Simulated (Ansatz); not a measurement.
```xyz
8
Lattice="3.5795 0.0000 0.0000 -1.7898 3.0999 0.0000 0.0000 0.0000 15.5631" Properties=species:S:1:pos:R:3 pbc="T T T"
Ga    0.0000    2.0666    2.6722
Ga    1.7898    1.0333   10.4538
Ga    0.0000    2.0666    5.1094
Ga    1.7898    1.0333   12.8909
S     0.0000    2.0666    9.3824
S     1.7898    1.0333    1.6008
S     0.0000    2.0666   13.9623
S     1.7898    1.0333    6.1807
```

Space group P6₃/mmc; started from the measured structure prototype, which need not be the ambient phase.

Theory: DFT, HSE06, plane waves, PAW (Ansatz).

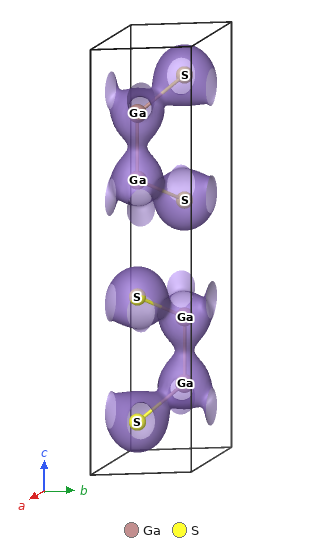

GaS. Isosurface of the valence pseudo-density at 0.4 e/Å³ (purple), seen slightly off an axis. Sticks mark near contacts.

The density is the valence pseudo-density of a PAW calculation; it isn't the true density close to the nuclei.

**Which contacts does the surface bridge?**

At this value the density is joined into sheets; it holds about 80 % of the electrons treated as valence (semicore included). It bridges the shortest Ga–S (2.33 Å) and Ga–Ga (2.44 Å) contacts, where the density stays above the isovalue. On the grid the lowest density along these lines, outside the cores, is 0.52 e/Å³ (Ga–S, 2.33 Å) and 0.46 e/Å³ (Ga–Ga, 2.44 Å).
